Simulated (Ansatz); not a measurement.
Start from this file.

```xyz
2
Lattice="2.9340 0.0000 0.0000 0.0000 5.4611 0.0000 0.0000 0.0000 2.6982" Properties=species:S:1:pos:R:3 pbc="T T T"
Ge    1.4670    2.7305    0.0000
Ge    0.0000    0.0000    0.0000
```

Q: What does this file describe?

A: The element is germanium. The space group is Cmmm (No. 65); the lattice is base-centred orthorhombic. The cell holds two atoms.

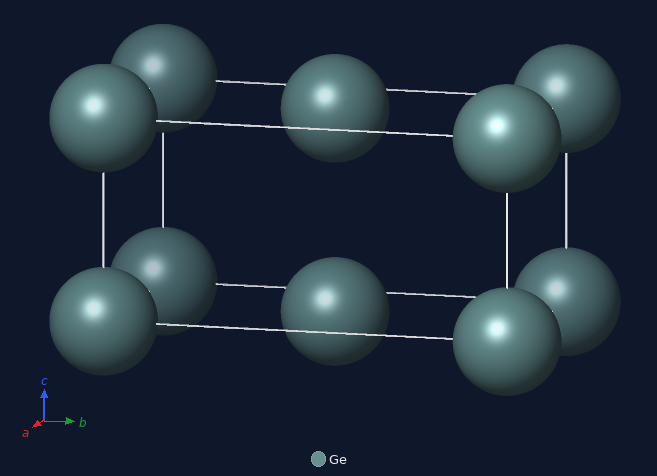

This spheres-only model is shown slightly off an axis. The edges of the conventional unit cell are marked.

The starting point was a structure listed in the Materials Project. The cell was then strained or its atoms displaced on purpose. Ansatz was used for an electronic-structure calculation on it.

At this level of theory the run's own cell isn't at rest (stretched, at -8 GPa), so its distances can differ from those at equilibrium, the more so the softer the solid.
